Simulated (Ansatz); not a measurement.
**Geometry relaxation of AlCu₃ (part 1 of 2)**

AlCu₃ (Pm-3m, 4 atoms in the cell), computed with DFT LDA, scalar-relativistic, plane waves, PAW, no spin polarisation (Ansatz 0.2.0).

The structure derives from a Materials Project entry. It belongs to a series of runs on one base structure; here: relaxed under LDA. Figures and captions count atoms from 1; the log counts them from 0 in places.

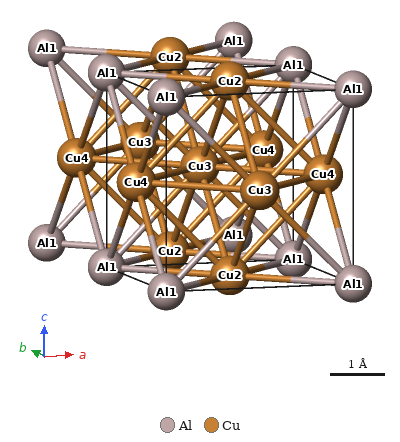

Figure 1. The structure as given in the input (ball-and-stick view of the cell of the calculation, repeated 1 × 2 × 1, seen slightly off an axis; atoms are numbered from 1 in the order of the input).

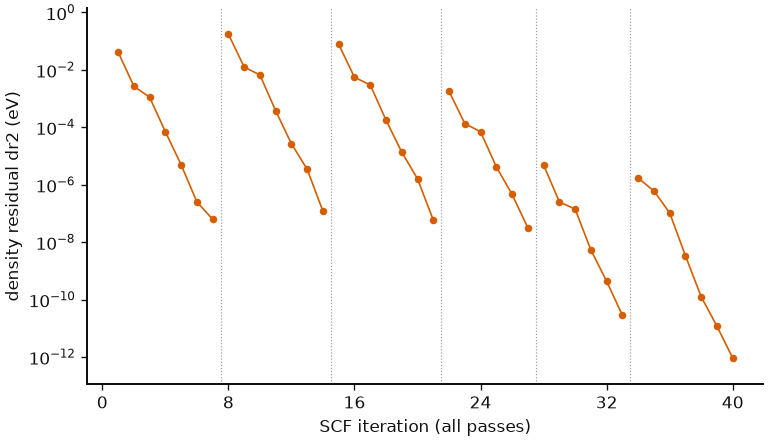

Figure 2. Convergence of the self-consistent field: density residual dr2 against the SCF iteration. The dotted lines part the SCF passes of the relaxation: geometry steps, rejected trials and re-solves on a re-selected basis. The 6 passes take 6 to 7 iterations each, 40 in all.

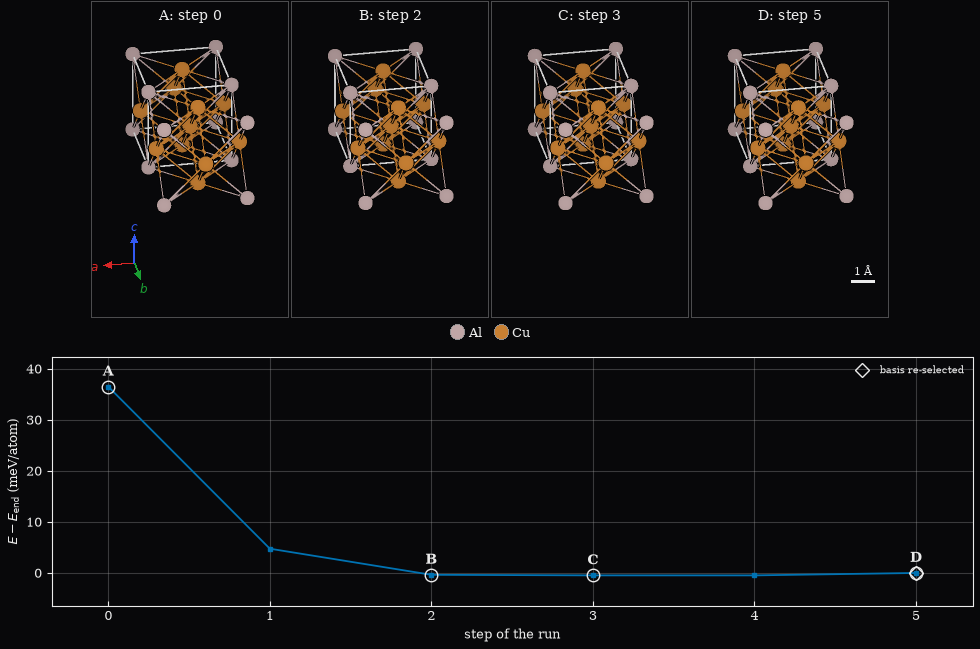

Figure 3. Frames of the relaxation (ball-and-stick view of the cell of the calculation, repeated 1 × 2 × 1, seen at an oblique angle) above the curves, on which the letters mark them (the first geometry is step 0 here and step 1 in the log).

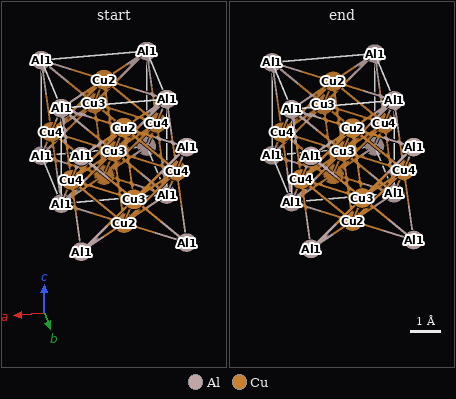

Figure 4. Before (left) and after (right) the relaxation, at one scale (ball-and-stick view of the cell of the calculation, repeated 1 × 2 × 1, seen at an oblique angle). No atom moves by more than 0.005 Å relative to the cell. Cell: a = b = c 3.687 → 3.590 Å (−2.7 %). Volume −7.7 %. Distances before and after: Al1–Cu2 2.607 → 2.538 Å, Cu2–Cu3 2.607 → 2.538 Å. The space group stays Pm-3m (No. 221). Over 4 geometry steps the energy falls by 37.0 meV per atom. All forces vanish by symmetry, so only the cell relaxes. The pressure goes from −11.14 to 0.00 GPa. A last SCF at the same geometry on a re-selected plane-wave basis shifts the energy by +0.5 meV per atom. (Atoms are counted from 1 in the order of the input.)

The input and output of the run follow.

### Input
```yaml
crystal:
  lattice:
    - [3.6874113031, 0.0, 0.0]
    - [0.0, 3.6874113031, 0.0]
    - [0.0, 0.0, 3.6874113031]
  atoms:
    - { symbol: Al, position: [0.0, 0.0, 0.0] }
    - { symbol: Cu, position: [0.5, 0.5, 0.0] }
    - { symbol: Cu, position: [0.5, 0.0, 0.5] }
    - { symbol: Cu, position: [0.0, 0.5, 0.5] }
basis:
  ecutwfc: 420
kpoints:
  mp_grid: { grid: [12, 12, 12] }
hamiltonian:
  xc: lda
scf:
  occupations: { method: fermi_dirac, width: 0.15 }
output:
  forces: true
  stress: true
  eigenvalues: true
relax:
  adjacent_minimum: "off"
  f_tol: 0.001
  max_steps: 60
  cell: { stress_tol: 0.01 }
```

Launch command:
```bash
ansatz run input.yaml --threads 1 --pin off --max-ram 3072MiB --backend cpu --events-out ev --progress --plain --runs-dir out
```

### Log
```
Engine: ansatz 0.2.0, x86_64-unknown-linux-gnu
Pseudopotentials: kind: paw
Pseudopotential: Al, paw, valence charge 3, recommended cutoff 420 eV (normal), Al.paw.azcp
Pseudopotential: Cu, paw, valence charge 19, recommended cutoff 420 eV (normal), Cu.paw.azcp
Functional definition: SPW92
  exchange = slater_x
  correlation = pw_c
Crystal: 4 atoms, lattice volume = 50.138 Å³
Basis set: ecut = 420 eV, 949 PW (Γ)
Bands: 36, of which v1, the nominal top of the filled ones, is band 30 counted from 1 (29 counted from 0)
Symmetry: 48 space group operations
Space group: Pm-3m (ITA 221), of the structure as read, at distance tolerance 3.7e-5 Å
k-points: 84 of 1728
Non-local potential: Al, projectors of the file, l = 0: 2, l = 1: 2, l = 2: 1
Non-local potential: Cu, projectors of the file, l = 0: 3, l = 1: 2, l = 2: 3, l = 3: 1
PAW form: soft (Blöchl's): semilocal exchange-correlation on the pseudo side does not see the compensation charge
PAW frozen core: Al, regenerated for the run's functional, and the local potential with it (the file was generated under x = pbe(κ = 0.804, μ = 0.2195149727645171), c = pbe(β = 0.06672455060314922))
PAW frozen core: Cu, regenerated for the run's functional, and the local potential with it (the file was generated under x = pbe(κ = 0.804, μ = 0.2195149727645171), c = pbe(β = 0.06672455060314922))
PAW one-centre angular grid: Al, 110 points (default); XC on 64 Gauss nodes
PAW one-centre angular grid: Cu, 590 points (default); XC on 64 Gauss nodes
Initial density: superposition of atomic densities (neutral atoms: chi_scale 0, normalization atom), corrected by the library's trained network
Initial wavefunctions: pseudopotential atomic-orbital guess
Functional: x = slater, c = lda
SCF iter   1: F=—  HF=-20180.744749 eV  |F-HF|=—  |Δ(HF+E_count)|=         —  Δρ=1.47e-2  dr2=4.23e-2  ethr=1.77e-3  ⟨swp⟩=5.3  Hψ=10735  notcnv=0  defer=9
preconditioner: auto → Kerker (q_TF=auto, 2.811 Å⁻¹)  [metal: Δε(μ)=0.035 eV  Ē_g=8.634 eV  σ=0.150 eV  W_gap=0.06  n_scr=18 (ndim 8)  ℏωp=31.5 eV  f_vac=0.000  D(μ)=1.20/eV (n_scr^D=6)]
SCF iter   2: F=—  HF=-20180.732535 eV  |F-HF|=—  |Δ(HF+E_count)|=   1.22e-2  Δρ=2.29e-3  dr2=2.71e-3  ethr=7.06e-5  ⟨swp⟩=2.0  Hψ=5509  notcnv=0  defer=11
SCF iter   3: F=—  HF=-20180.731866 eV  |F-HF|=—  |Δ(HF+E_count)|=   6.69e-4  Δρ=1.99e-3  dr2=1.12e-3  ethr=4.52e-6  ⟨swp⟩=2.8  Hψ=5441  notcnv=0  defer=11
SCF iter   4: F=—  HF=-20180.731586 eV  |F-HF|=—  |Δ(HF+E_count)|=   2.80e-4  Δρ=3.24e-4  dr2=7.02e-5  ethr=1.87e-6  ⟨swp⟩=1.3  Hψ=3050  notcnv=0  defer=11
SCF iter   5: F=—  HF=-20180.731564 eV  |F-HF|=—  |Δ(HF+E_count)|=   2.22e-5  Δρ=7.24e-5  dr2=4.99e-6  ethr=1.17e-7  ⟨swp⟩=2.0  Hψ=3926  notcnv=0  defer=11
SCF iter   6: F=—  HF=-20180.731564 eV  |F-HF|=—  |Δ(HF+E_count)|=   1.42e-8  Δρ=2.23e-5  dr2=2.51e-7  ethr=8.32e-9  ⟨swp⟩=2.0  Hψ=4511  notcnv=0  defer=11
SCF iter   7: F=-20180.731564 eV  HF=-20180.731564 eV  |F-HF|=4.95e-8  |Δ(HF+E_count)|=   1.35e-8  Δρ=9.70e-6  dr2=6.27e-8  ethr=1.67e-10  ⟨swp⟩=5.3  Hψ=11601  notcnv=0
SCF 1 converged in 7 iterations: F = -20180.731564 eV  dr2 = 6.27e-8
  greatest PAW one-centre occupation: 1.000 electrons in one spin orbital (limit 2), on the Cu atom at site 2 (counted from 0), in its partial waves of l = 0
relax step   1: F+E_penalty+E_count = -20180.73156420 eV  Δ(F+E_penalty+E_count) = +0.000e0 eV  max|allowed force component| = 6.120e-29 eV/Å  Δτ_max = 0.0000 Å  P = -11.137 GPa  Ω = 50.138 Å³  (7 SCF iters, dr2 threshold 1.00e-7 eV, accepted)
Crystal: 4 atoms, lattice volume = 47.629 Å³
Basis set: ecut = 420 eV, 925 PW (Γ)
Initial density: handed on by an earlier stage of this run
Initial wavefunctions: those handed on with the density
iter 1 solved again at ethr=2.91e-4 eV; its pass at ethr=3.10e-3 eV (dr2=1.75e-1 eV) is discarded
SCF iter   1: F=—  HF=-20180.893359 eV  |F-HF|=—  |Δ(HF+E_count)|=         —  Δρ=2.27e-2  dr2=1.76e-1  ethr=2.91e-4  ⟨swp⟩=1.1  Hψ=13414  notcnv=0
preconditioner: auto → Kerker (q_TF=auto, 2.835 Å⁻¹)  [metal: Δε(μ)=0.060 eV  Ē_g=8.921 eV  σ=0.150 eV  W_gap=0.10  n_scr=18 (ndim 8)  ℏωp=32.3 eV  f_vac=0.000  D(μ)=1.18/eV (n_scr^D=6)]
SCF iter   2: F=—  HF=-20180.864558 eV  |F-HF|=—  |Δ(HF+E_count)|=   2.88e-2  Δρ=4.58e-3  dr2=1.26e-2  ethr=2.91e-4  ⟨swp⟩=2.0  Hψ=4592  notcnv=0
SCF iter   3: F=—  HF=-20180.859536 eV  |F-HF|=—  |Δ(HF+E_count)|=   5.02e-3  Δρ=3.44e-3  dr2=6.66e-3  ethr=2.09e-5  ⟨swp⟩=3.0  Hψ=4985  notcnv=0
SCF iter   4: F=—  HF=-20180.858383 eV  |F-HF|=—  |Δ(HF+E_count)|=   1.15e-3  Δρ=8.59e-4  dr2=3.76e-4  ethr=1.11e-5  ⟨swp⟩=2.3  Hψ=4094  notcnv=0  defer=2
SCF iter   5: F=—  HF=-20180.858508 eV  |F-HF|=—  |Δ(HF+E_count)|=   1.26e-4  Δρ=1.66e-4  dr2=2.67e-5  ethr=6.26e-7  ⟨swp⟩=2.0  Hψ=4531  notcnv=0  defer=2
SCF iter   6: F=—  HF=-20180.858509 eV  |F-HF|=—  |Δ(HF+E_count)|=   9.91e-8  Δρ=5.50e-5  dr2=3.43e-6  ethr=4.45e-8  ⟨swp⟩=2.0  Hψ=4561  notcnv=0  defer=2
SCF iter   7: F=-20180.858507 eV  HF=-20180.858507 eV  |F-HF|=5.02e-8  |Δ(HF+E_count)|=   1.43e-6  Δρ=1.66e-5  dr2=1.19e-7  ethr=6.67e-10  ⟨swp⟩=3.9  Hψ=12233  notcnv=0
SCF 2 converged in 7 iterations: F = -20180.858507 eV  dr2 = 1.19e-7
relax step   2: F+E_penalty+E_count = -20180.85850704 eV  Δ(F+E_penalty+E_count) = -1.269e-1 eV  max|allowed force component| = 7.783e-29 eV/Å  Δτ_max = 0.0000 Å  P = -4.571 GPa  Ω = 47.629 Å³  energy of the carried Pulay correction = +1.279e-3 eV  (7 SCF iters, dr2 threshold 4.00e-7 eV, accepted)
Crystal: 4 atoms, lattice volume = 46.026 Å³
Basis set: ecut = 420 eV, 895 PW (Γ)
iter 1 solved again at ethr=1.28e-4 eV; its pass at ethr=3.10e-3 eV (dr2=7.67e-2 eV) is discarded
SCF iter   1: F=—  HF=-20180.894646 eV  |F-HF|=—  |Δ(HF+E_count)|=         —  Δρ=1.53e-2  dr2=7.70e-2  ethr=1.28e-4  ⟨swp⟩=1.1  Hψ=13265  notcnv=0
preconditioner: auto → Kerker (q_TF=auto, 2.852 Å⁻¹)  [metal: Δε(μ)=0.061 eV  Ē_g=9.226 eV  σ=0.150 eV  W_gap=0.10  n_scr=18 (ndim 8)  ℏωp=32.8 eV  f_vac=0.000  D(μ)=1.14/eV (n_scr^D=6)]
SCF iter   2: F=—  HF=-20180.881697 eV  |F-HF|=—  |Δ(HF+E_count)|=   1.29e-2  Δρ=3.08e-3  dr2=5.52e-3  ethr=1.28e-4  ⟨swp⟩=2.1  Hψ=4112  notcnv=0
SCF iter   3: F=—  HF=-20180.879418 eV  |F-HF|=—  |Δ(HF+E_count)|=   2.28e-3  Δρ=2.34e-3  dr2=3.00e-3  ethr=9.19e-6  ⟨swp⟩=2.5  Hψ=4524  notcnv=0
SCF iter   4: F=—  HF=-20180.878908 eV  |F-HF|=—  |Δ(HF+E_count)|=   5.10e-4  Δρ=6.11e-4  dr2=1.78e-4  ethr=5.00e-6  ⟨swp⟩=2.1  Hψ=3986  notcnv=0
SCF iter   5: F=—  HF=-20180.878964 eV  |F-HF|=—  |Δ(HF+E_count)|=   5.62e-5  Δρ=1.19e-4  dr2=1.37e-5  ethr=2.97e-7  ⟨swp⟩=2.0  Hψ=4498  notcnv=0
SCF iter   6: F=—  HF=-20180.878964 eV  |F-HF|=—  |Δ(HF+E_count)|=   3.07e-7  Δρ=3.97e-5  dr2=1.60e-6  ethr=2.28e-8  ⟨swp⟩=2.1  Hψ=4504  notcnv=0
SCF iter   7: F=-20180.878963 eV  HF=-20180.878964 eV  |F-HF|=2.53e-8  |Δ(HF+E_count)|=   6.57e-7  Δρ=1.20e-5  dr2=5.88e-8  ethr=6.67e-10  ⟨swp⟩=5.1  Hψ=12198  notcnv=0
SCF 3 converged in 7 iterations: F = -20180.878963 eV  dr2 = 5.88e-8
  greatest PAW one-centre occupation: 1.000 electrons in one spin orbital (limit 2), on the Cu atom at site 3 (counted from 0), in its partial waves of l = 0
relax step   3: F+E_penalty+E_count = -20180.87896349 eV  Δ(F+E_penalty+E_count) = -2.046e-2 eV  max|allowed force component| = 7.691e-30 eV/Å  Δτ_max = 0.0000 Å  P = +0.830 GPa  Ω = 46.026 Å³  energy of the carried Pulay correction = +2.131e-3 eV  (7 SCF iters, dr2 threshold 4.00e-7 eV, accepted)
Crystal: 4 atoms, lattice volume = 46.265 Å³
iter 1 solved again at ethr=3.24e-6 eV; its pass at ethr=3.10e-3 eV (dr2=1.94e-3 eV) is discarded
SCF iter   1: F=—  HF=-20180.879799 eV  |F-HF|=—  |Δ(HF+E_count)|=         —  Δρ=2.32e-3  dr2=1.79e-3  ethr=3.24e-6  ⟨swp⟩=1.2  Hψ=10304  notcnv=0
preconditioner: auto → Kerker (q_TF=auto, 2.849 Å⁻¹)  [metal: Δε(μ)=0.056 eV  Ē_g=9.282 eV  σ=0.150 eV  W_gap=0.09  n_scr=18 (ndim 8)  ℏωp=32.8 eV  f_vac=0.001  D(μ)=1.11/eV (n_scr^D=6)]
SCF iter   2: F=—  HF=-20180.879493 eV  |F-HF|=—  |Δ(HF+E_count)|=   3.07e-4  Δρ=4.82e-4  dr2=1.35e-4  ethr=2.99e-6  ⟨swp⟩=2.2  Hψ=3991  notcnv=0
SCF iter   3: F=—  HF=-20180.879426 eV  |F-HF|=—  |Δ(HF+E_count)|=   6.67e-5  Δρ=3.56e-4  dr2=6.98e-5  ethr=2.25e-7  ⟨swp⟩=2.5  Hψ=4501  notcnv=0
SCF iter   4: F=—  HF=-20180.879415 eV  |F-HF|=—  |Δ(HF+E_count)|=   1.09e-5  Δρ=1.02e-4  dr2=4.21e-6  ethr=1.16e-7  ⟨swp⟩=2.0  Hψ=3881  notcnv=0
SCF iter   5: F=—  HF=-20180.879417 eV  |F-HF|=—  |Δ(HF+E_count)|=   1.61e-6  Δρ=2.57e-5  dr2=4.57e-7  ethr=7.02e-9  ⟨swp⟩=2.0  Hψ=4523  notcnv=0
SCF iter   6: F=-20180.879417 eV  HF=-20180.879417 eV  |F-HF|=3.38e-8  |Δ(HF+E_count)|=   4.26e-8  Δρ=5.77e-6  dr2=3.16e-8  ethr=6.67e-10  ⟨swp⟩=5.0  Hψ=11784  notcnv=0
SCF 4 converged in 6 iterations: F = -20180.879417 eV  dr2 = 3.16e-8
relax step   4: F+E_penalty+E_count = -20180.87941665 eV  Δ(F+E_penalty+E_count) = -4.532e-4 eV  max|allowed force component| = 1.391e-28 eV/Å  Δτ_max = 0.0000 Å  P = -0.046 GPa  Ω = 46.265 Å³  energy of the carried Pulay correction = +2.002e-3 eV  (6 SCF iters, dr2 threshold 4.00e-7 eV, accepted)
Crystal: 4 atoms, lattice volume = 46.253 Å³
iter 1 solved again at ethr=8.62e-9 eV; its pass at ethr=3.10e-3 eV (dr2=5.17e-6 eV) is discarded
```
